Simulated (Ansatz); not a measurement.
**Geometry relaxation of AlN (part 3 of 3)**

The same run, continued: AlN (slab, 32 atoms in the cell); DFT PBE, scalar-relativistic, plane waves, PAW, no spin polarisation (Ansatz 0.2.0); cutoff 420 eV, 3×3×1 k-mesh, Gaussian smearing of 0.05 eV. The structure derives from an entry of the Crystallography Open Database. The input holds or restrains some coordinates. It belongs to a series of runs on one base structure; here: clean slab, lower planes held.

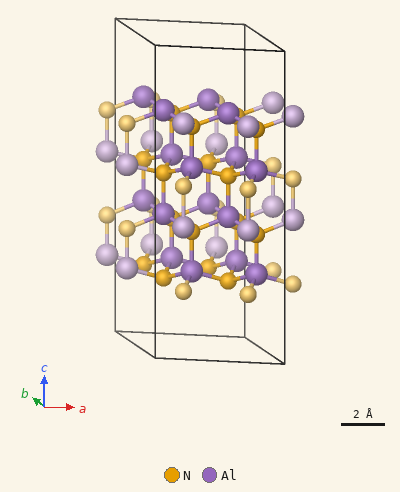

Fig. 1: The geometry at step 3 of the log (ball-and-stick view of the cell of the calculation, with the vacuum cut short, seen slightly off an axis; neighbours outside the cell are drawn fainter).

Output, continued
```
  k-point 0: bands = ["-17.4533", "-16.4006", "-15.8290", "-15.8290", "-15.8290", "-15.1993", "-15.1993", "-15.1993", "-15.1456", "-13.8900", "-13.8900", "-13.8900", "-12.7716", "-11.6064", "-11.6064", "-11.6064", "-8.2775", "-8.2775", "-8.2775", "-7.6814", "-7.5994", "-7.5994", "-7.5994", "-6.2412", "-6.2412", "-6.2412", "-5.7179", "-5.1438", "-5.1438", "-5.1438", "-4.6894", "-4.6894", "-4.6894", "-4.2060", "-4.2060", "-4.2060", "-3.9310", "-3.9310", "-3.9310", "-3.8388", "-3.8388", "-3.8388", "-3.7090", "-3.7090", "-3.6052", "-3.0640", "-3.0640", "-2.4873", "-2.4873", "-2.4873", "-2.4502", "-2.4502", "-2.4502", "-1.6325", "-1.6325", "-0.8495", "-0.2979", "-0.2979", "-0.2979", "-0.2228", "0.1988", "0.1988", "0.1988", "0.4674", "0.4674", "0.9799", "0.9799", "0.9799", "2.4714", "2.4714", "2.4714", "2.7807", "3.5417", "3.5417", "3.5417", "3.6322", "4.0664", "4.0664", "4.0664", "4.4096", "4.8726", "5.5019", "5.5019", "5.5019", "5.9406", "5.9464", "5.9464", "5.9464", "6.7088", "7.1886", "7.1886", "7.1886", "7.5516", "7.5516", "7.5516", "7.7900"]
  k-point 1: bands = ["-17.1377", "-16.3599", "-16.1308", "-15.8636", "-15.8636", "-15.5230", "-15.2005", "-15.2005", "-14.8786", "-14.2600", "-13.9000", "-13.9000", "-12.5170", "-11.9385", "-11.6118", "-11.6118", "-7.7925", "-7.7925", "-7.3836", "-7.3320", "-7.2066", "-7.2066", "-6.9178", "-6.0709", "-6.0181", "-6.0181", "-5.8233", "-5.5025", "-5.5025", "-5.1852", "-5.1852", "-5.1650", "-4.9523", "-4.6939", "-4.6939", "-4.4766", "-4.2116", "-4.1793", "-3.9923", "-3.9302", "-3.9302", "-3.7176", "-3.7176", "-3.6590", "-3.4362", "-3.3728", "-3.2711", "-3.2460", "-3.2460", "-2.7453", "-2.2956", "-2.2509", "-2.2509", "-2.1457", "-1.8708", "-1.0314", "-1.0314", "-0.7291", "-0.2617", "-0.1232", "-0.0274", "0.1424", "0.2582", "0.3363", "0.3363", "0.4989", "1.1243", "1.1243", "3.3036", "3.4791", "3.4791", "3.5686", "4.0719", "4.0719", "4.0903", "4.2830", "4.6597", "4.7538", "4.7538", "5.0063", "5.6750", "5.7024", "5.9379", "5.9379", "6.2301", "6.3322", "6.4216", "6.4216", "6.7422", "6.7448", "6.8845", "6.8845", "7.0165", "7.1530", "7.2470", "7.2470"]
  k-point 2: bands = ["-16.5841", "-16.5841", "-16.5841", "-15.6853", "-15.6853", "-15.6853", "-15.5845", "-15.0468", "-14.4295", "-14.4295", "-14.4295", "-13.7073", "-12.0946", "-12.0946", "-12.0946", "-11.4391", "-7.2564", "-7.1476", "-6.8305", "-6.8305", "-6.8305", "-6.8040", "-6.6575", "-6.6575", "-6.6575", "-6.0412", "-5.9636", "-5.9636", "-5.9636", "-5.4224", "-4.7114", "-4.6852", "-4.6852", "-4.6852", "-4.6589", "-4.6589", "-4.6589", "-4.5858", "-4.2670", "-4.2670", "-4.2670", "-3.7702", "-3.7702", "-3.7702", "-3.6255", "-3.6081", "-3.0575", "-3.0575", "-3.0575", "-2.6622", "-2.6622", "-2.6622", "-2.3765", "-1.8121", "-1.6553", "-1.6553", "-1.6553", "-0.3907", "-0.3907", "-0.3907", "0.1661", "0.1661", "0.1661", "0.3506", "0.3506", "0.3506", "0.4638", "1.9072", "2.8580", "4.2198", "4.2198", "4.2198", "4.3778", "4.8603", "4.8603", "4.8603", "5.2606", "5.2606", "5.2606", "5.5270", "5.5645", "5.5645", "5.5645", "5.5747", "6.2271", "6.4178", "6.4178", "6.4178", "6.6228", "6.6758", "6.6758", "6.6758", "6.9975", "6.9975", "6.9975", "7.0983"]
--- Relaxed structure (4 steps of the walk, 4 accepted, 0 SCFs on fresh bases) ---
  F+E_penalty+E_count = -14772.61833928 eV   max|allowed force component| = 2.994e-2 eV/Å
  atoms:
    - { symbol: N, position: [0.16666666666666666, 0.33333333333333337, 0.33165589409999996] }
    - { symbol: N, position: [0.16666666666666663, 0.8333333333333334, 0.33165589409999996] }
    - { symbol: N, position: [0.6666666666666666, 0.33333333333333337, 0.33165589409999996] }
    - { symbol: N, position: [0.6666666666666666, 0.8333333333333334, 0.33165589409999996] }
    - { symbol: Al, position: [0.3333333333333334, 0.16666666666666663, 0.35629863179999993] }
    - { symbol: Al, position: [0.33333333333333337, 0.6666666666666666, 0.35629863179999993] }
    - { symbol: Al, position: [0.8333333333333333, 0.16666666666666663, 0.35629863179999993] }
    - { symbol: Al, position: [0.8333333333333333, 0.6666666666666666, 0.35629863179999993] }
    - { symbol: N, position: [0.3333333333333334, 0.16666666666666663, 0.43567105209999996] }
    - { symbol: N, position: [0.33333333333333337, 0.6666666666666666, 0.43567105209999996] }
    - { symbol: N, position: [0.8333333333333333, 0.16666666666666663, 0.43567105209999996] }
    - { symbol: N, position: [0.8333333333333333, 0.6666666666666666, 0.43567105209999996] }
    - { symbol: Al, position: [0.16666666666666666, 0.33333333333333337, 0.4603137897999999] }
    - { symbol: Al, position: [0.16666666666666663, 0.8333333333333334, 0.4603137897999999] }
    - { symbol: Al, position: [0.6666666666666666, 0.33333333333333337, 0.4603137897999999] }
    - { symbol: Al, position: [0.6666666666666666, 0.8333333333333334, 0.4603137897999999] }
    - { symbol: N, position: [0.16666666666666666, 0.33333333333333337, 0.5420137913200714] }
    - { symbol: N, position: [0.16666666666666663, 0.8333333333333334, 0.5420137913200714] }
    - { symbol: N, position: [0.6666666666666666, 0.33333333333333337, 0.5420137913200714] }
    - { symbol: N, position: [0.6666666666666666, 0.8333333333333334, 0.5420137913200714] }
    - { symbol: Al, position: [0.3333333333333334, 0.16666666666666663, 0.562188834837454] }
    - { symbol: Al, position: [0.33333333333333337, 0.6666666666666666, 0.562188834837454] }
    - { symbol: Al, position: [0.8333333333333333, 0.16666666666666663, 0.562188834837454] }
    - { symbol: Al, position: [0.8333333333333333, 0.6666666666666666, 0.562188834837454] }
    - { symbol: N, position: [0.3333333333333334, 0.16666666666666663, 0.6448732279187197] }
    - { symbol: N, position: [0.33333333333333337, 0.6666666666666666, 0.6448732279187197] }
    - { symbol: N, position: [0.8333333333333333, 0.16666666666666663, 0.6448732279187197] }
    - { symbol: N, position: [0.8333333333333333, 0.6666666666666666, 0.6448732279187197] }
    - { symbol: Al, position: [0.16666666666666666, 0.33333333333333337, 0.6659808021066522] }
    - { symbol: Al, position: [0.16666666666666663, 0.8333333333333334, 0.6659808021066522] }
    - { symbol: Al, position: [0.6666666666666666, 0.33333333333333337, 0.6659808021066522] }
    - { symbol: Al, position: [0.6666666666666666, 0.8333333333333334, 0.6659808021066522] }
```

Trajectory as extended XYZ (Å, eV, eV/Å), 4 frames, from step=1 to step=4
```
32
Lattice="6.2605 0.0000 0.0000 -3.1302 5.4217 0.0000 0.0000 0.0000 24.1214" Properties=species:S:1:pos:R:3:forces:R:3 step=1 energy=-14772.31034
N     0.0000    1.8072    8.0000    0.0000   0.0000   1.9153
N    -1.5651    4.5181    8.0000    0.0000   0.0000   1.9153
N     3.1302    1.8072    8.0000    0.0000   0.0000   1.9153
N     1.5651    4.5181    8.0000    0.0000   0.0000   1.9153
Al    1.5651    0.9036    8.5944    0.0000   0.0000  -2.3302
Al    0.0000    3.6145    8.5944    0.0000   0.0000  -2.3302
Al    4.6954    0.9036    8.5944    0.0000   0.0000  -2.3302
Al    3.1302    3.6145    8.5944    0.0000   0.0000  -2.3302
N     1.5651    0.9036   10.5090    0.0000   0.0000   1.2660
N     0.0000    3.6145   10.5090    0.0000   0.0000   1.2660
N     4.6954    0.9036   10.5090    0.0000   0.0000   1.2660
N     3.1302    3.6145   10.5090    0.0000   0.0000   1.2660
Al    0.0000    1.8072   11.1034    0.0000   0.0000  -1.2020
Al   -1.5651    4.5181   11.1034    0.0000   0.0000  -1.2020
Al    3.1302    1.8072   11.1034    0.0000   0.0000  -1.2020
Al    1.5651    4.5181   11.1034    0.0000   0.0000  -1.2020
N     0.0000    1.8072   13.0180    0.0000   0.0000   1.0979
N    -1.5651    4.5181   13.0180    0.0000   0.0000   1.0979
N     3.1302    1.8072   13.0180    0.0000   0.0000   1.0979
N     1.5651    4.5181   13.0180    0.0000   0.0000   1.0979
Al    1.5651    0.9036   13.6124    0.0000   0.0000  -1.2668
Al    0.0000    3.6145   13.6124    0.0000   0.0000  -1.2668
Al    4.6954    0.9036   13.6124    0.0000   0.0000  -1.2668
Al    3.1302    3.6145   13.6124    0.0000   0.0000  -1.2668
N     1.5651    0.9036   15.5270    0.0000   0.0000   0.8117
N     0.0000    3.6145   15.5270    0.0000   0.0000   0.8117
N     4.6954    0.9036   15.5270    0.0000   0.0000   0.8117
N     3.1302    3.6145   15.5270    0.0000   0.0000   0.8117
Al    0.0000    1.8072   16.1214    0.0000   0.0000  -0.2915
Al   -1.5651    4.5181   16.1214    0.0000   0.0000  -0.2915
Al    3.1302    1.8072   16.1214    0.0000   0.0000  -0.2915
Al    1.5651    4.5181   16.1214    0.0000   0.0000  -0.2915
32
Lattice="6.2605 0.0000 0.0000 -3.1302 5.4217 0.0000 0.0000 0.0000 24.1214" Properties=species:S:1:pos:R:3:forces:R:3 step=2 energy=-14772.47339
N     0.0000    1.8072    8.0000    0.0000   0.0000   1.9665
N    -1.5651    4.5181    8.0000    0.0000   0.0000   1.9665
N     3.1302    1.8072    8.0000    0.0000   0.0000   1.9665
N     1.5651    4.5181    8.0000    0.0000   0.0000   1.9665
Al    1.5651    0.9036    8.5944    0.0000   0.0000  -2.4478
Al    0.0000    3.6145    8.5944    0.0000   0.0000  -2.4478
Al    4.6954    0.9036    8.5944    0.0000   0.0000  -2.4478
Al    3.1302    3.6145    8.5944    0.0000   0.0000  -2.4478
N     1.5651    0.9036   10.5090    0.0000   0.0000   1.4686
N     0.0000    3.6145   10.5090    0.0000   0.0000   1.4686
N     4.6954    0.9036   10.5090    0.0000   0.0000   1.4686
N     3.1302    3.6145   10.5090    0.0000   0.0000   1.4686
Al    0.0000    1.8072   11.1034    0.0000   0.0000  -1.2786
Al   -1.5651    4.5181   11.1034    0.0000   0.0000  -1.2786
Al    3.1302    1.8072   11.1034    0.0000   0.0000  -1.2786
Al    1.5651    4.5181   11.1034    0.0000   0.0000  -1.2786
N     0.0000    1.8072   13.0310    0.0000   0.0000   0.6517
N    -1.5651    4.5181   13.0310    0.0000   0.0000   0.6517
N     3.1302    1.8072   13.0310    0.0000   0.0000   0.6517
N     1.5651    4.5181   13.0310    0.0000   0.0000   0.6517
Al    1.5651    0.9036   13.5835    0.0000   0.0000  -0.7599
Al    0.0000    3.6145   13.5835    0.0000   0.0000  -0.7599
Al    4.6954    0.9036   13.5835    0.0000   0.0000  -0.7599
Al    3.1302    3.6145   13.5835    0.0000   0.0000  -0.7599
N     1.5651    0.9036   15.5166    0.0000   0.0000   0.6521
N     0.0000    3.6145   15.5166    0.0000   0.0000   0.6521
N     4.6954    0.9036   15.5166    0.0000   0.0000   0.6521
N     3.1302    3.6145   15.5166    0.0000   0.0000   0.6521
Al    0.0000    1.8072   16.0928    0.0000   0.0000  -0.2525
Al   -1.5651    4.5181   16.0928    0.0000   0.0000  -0.2525
Al    3.1302    1.8072   16.0928    0.0000   0.0000  -0.2525
Al    1.5651    4.5181   16.0928    0.0000   0.0000  -0.2525
32
Lattice="6.2605 0.0000 0.0000 -3.1302 5.4217 0.0000 0.0000 0.0000 24.1214" Properties=species:S:1:pos:R:3:forces:R:3 step=3 energy=-14772.61321
N     0.0000    1.8072    8.0000    0.0000   0.0000   2.0775
N    -1.5651    4.5181    8.0000    0.0000   0.0000   2.0775
N     3.1302    1.8072    8.0000    0.0000   0.0000   2.0775
N     1.5651    4.5181    8.0000    0.0000   0.0000   2.0775
Al    1.5651    0.9036    8.5944    0.0000   0.0000  -2.6917
Al    0.0000    3.6145    8.5944    0.0000   0.0000  -2.6917
Al    4.6954    0.9036    8.5944    0.0000   0.0000  -2.6917
Al    3.1302    3.6145    8.5944    0.0000   0.0000  -2.6917
N     1.5651    0.9036   10.5090    0.0000   0.0000   1.9041
N     0.0000    3.6145   10.5090    0.0000   0.0000   1.9041
N     4.6954    0.9036   10.5090    0.0000   0.0000   1.9041
N     3.1302    3.6145   10.5090    0.0000   0.0000   1.9041
Al    0.0000    1.8072   11.1034    0.0000   0.0000  -1.2169
Al   -1.5651    4.5181   11.1034    0.0000   0.0000  -1.2169
Al    3.1302    1.8072   11.1034    0.0000   0.0000  -1.2169
Al    1.5651    4.5181   11.1034    0.0000   0.0000  -1.2169
N     0.0000    1.8072   13.0813    0.0000   0.0000   0.0792
N    -1.5651    4.5181   13.0813    0.0000   0.0000   0.0792
N     3.1302    1.8072   13.0813    0.0000   0.0000   0.0792
N     1.5651    4.5181   13.0813    0.0000   0.0000   0.0792
Al    1.5651    0.9036   13.5873    0.0000   0.0000  -0.0950
Al    0.0000    3.6145   13.5873    0.0000   0.0000  -0.0950
Al    4.6954    0.9036   13.5873    0.0000   0.0000  -0.0950
Al    3.1302    3.6145   13.5873    0.0000   0.0000  -0.0950
N     1.5651    0.9036   15.5880    0.0000   0.0000  -0.0324
N     0.0000    3.6145   15.5880    0.0000   0.0000  -0.0324
N     4.6954    0.9036   15.5880    0.0000   0.0000  -0.0324
N     3.1302    3.6145   15.5880    0.0000   0.0000  -0.0324
Al    0.0000    1.8072   16.1068    0.0000   0.0000  -0.0257
Al   -1.5651    4.5181   16.1068    0.0000   0.0000  -0.0257
Al    3.1302    1.8072   16.1068    0.0000   0.0000  -0.0257
Al    1.5651    4.5181   16.1068    0.0000   0.0000  -0.0257
32
Lattice="6.2605 0.0000 0.0000 -3.1302 5.4217 0.0000 0.0000 0.0000 24.1214" Properties=species:S:1:pos:R:3:forces:R:3 step=4 energy=-14772.61834
N     0.0000    1.8072    8.0000    0.0000   0.0000   2.0988
N    -1.5651    4.5181    8.0000    0.0000   0.0000   2.0988
N     3.1302    1.8072    8.0000    0.0000   0.0000   2.0988
N     1.5651    4.5181    8.0000    0.0000   0.0000   2.0988
Al    1.5651    0.9036    8.5944    0.0000   0.0000  -2.7348
Al    0.0000    3.6145    8.5944    0.0000   0.0000  -2.7348
Al    4.6954    0.9036    8.5944    0.0000   0.0000  -2.7348
Al    3.1302    3.6145    8.5944    0.0000   0.0000  -2.7348
N     1.5651    0.9036   10.5090    0.0000   0.0000   1.9697
N     0.0000    3.6145   10.5090    0.0000   0.0000   1.9697
N     4.6954    0.9036   10.5090    0.0000   0.0000   1.9697
N     3.1302    3.6145   10.5090    0.0000   0.0000   1.9697
Al    0.0000    1.8072   11.1034    0.0000   0.0000  -1.3632
Al   -1.5651    4.5181   11.1034    0.0000   0.0000  -1.3632
Al    3.1302    1.8072   11.1034    0.0000   0.0000  -1.3632
Al    1.5651    4.5181   11.1034    0.0000   0.0000  -1.3632
N     0.0000    1.8072   13.0741    0.0000   0.0000  -0.0120
N    -1.5651    4.5181   13.0741    0.0000   0.0000  -0.0120
N     3.1302    1.8072   13.0741    0.0000   0.0000  -0.0120
N     1.5651    4.5181   13.0741    0.0000   0.0000  -0.0120
Al    1.5651    0.9036   13.5608    0.0000   0.0000   0.0096
Al    0.0000    3.6145   13.5608    0.0000   0.0000   0.0096
Al    4.6954    0.9036   13.5608    0.0000   0.0000   0.0096
Al    3.1302    3.6145   13.5608    0.0000   0.0000   0.0096
N     1.5651    0.9036   15.5552    0.0000   0.0000   0.0022
N     0.0000    3.6145   15.5552    0.0000   0.0000   0.0022
N     4.6954    0.9036   15.5552    0.0000   0.0000   0.0022
N     3.1302    3.6145   15.5552    0.0000   0.0000   0.0022
Al    0.0000    1.8072   16.0644    0.0000   0.0000   0.0299
Al   -1.5651    4.5181   16.0644    0.0000   0.0000   0.0299
Al    3.1302    1.8072   16.0644    0.0000   0.0000   0.0299
Al    1.5651    4.5181   16.0644    0.0000   0.0000   0.0299
```

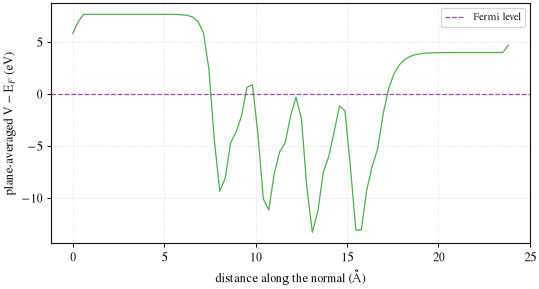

Fig. 2: Plane average of the electrostatic potential energy of an electron across the cell, from the Fermi level. The vacuum level lies 3.99 eV above the Fermi level on the upper side and 7.66 eV on the lower.

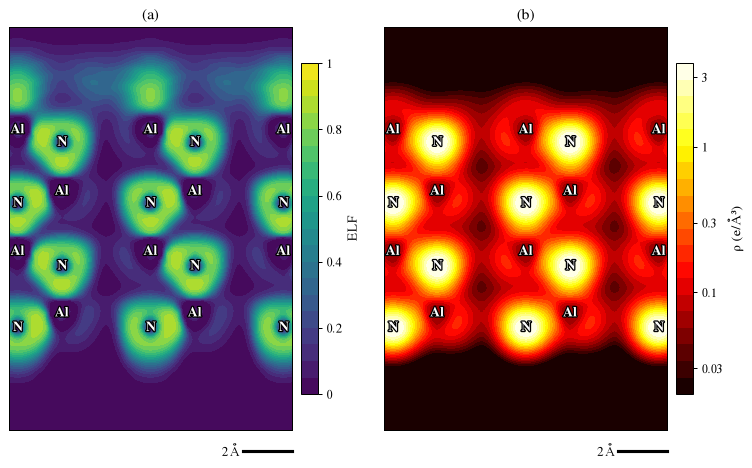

Fig. 3: (a) electron localisation function; (b) valence electron density on the (110) plane of the calculation cell, a cut from vacuum to vacuum. Atoms in the plane: N and Al. Al–N (1.87 Å): ρ is about 0.71 e/Å³ halfway; the ELF is about 0.85 at the midpoint. Al–N (1.97 Å): the density is about 0.58 e/Å³ at the midpoint; the ELF is about 0.85 at the midpoint. The density dies away to nearly zero in the vacuum. The fields are those of the smooth PAW valence density.

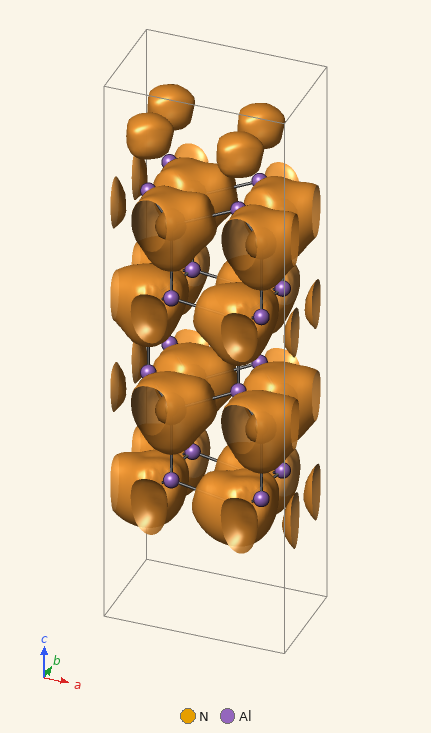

Fig. 4: Isosurface of the ELF at 0.65 (orange), seen slightly off an axis. Only the valence region is drawn (cores and ρ < 0.01 e/Å³ removed). Sticks mark near contacts. Counts are for one cell; the picture repeats the cell along the surface. Profiles from the grid: Al–N (1.87 Å): the ELF is about 0.85 at the midpoint.

Results in brief

| quantity | value |
| --- | --- |
| outcome | converged under the restraints of the input |
| electrons treated | 128 |
| free energy | −14772.6183 eV |
| work function, top face | 3.99 eV |
| work function, bottom face | 7.66 eV |
| Fermi energy | 0.341 eV |
| gap on the k-point mesh | none (metallic) |
| final volume | 818.74 Å³ |
| work function (upper face) | 3.99 eV |
| largest force (length of the vector) at the end, held atoms and coordinates included | 2.735 eV/Å |
| hardware | 2 threads of Arm Neoverse V1, 24 GiB of memory available, shared host |
| wall time | 94 s (CPU time 3.1 min) |
| peak memory | 1.2 GiB |

Notes

Notes on the run: the exchange-correlation potential is rough where the density is thin.
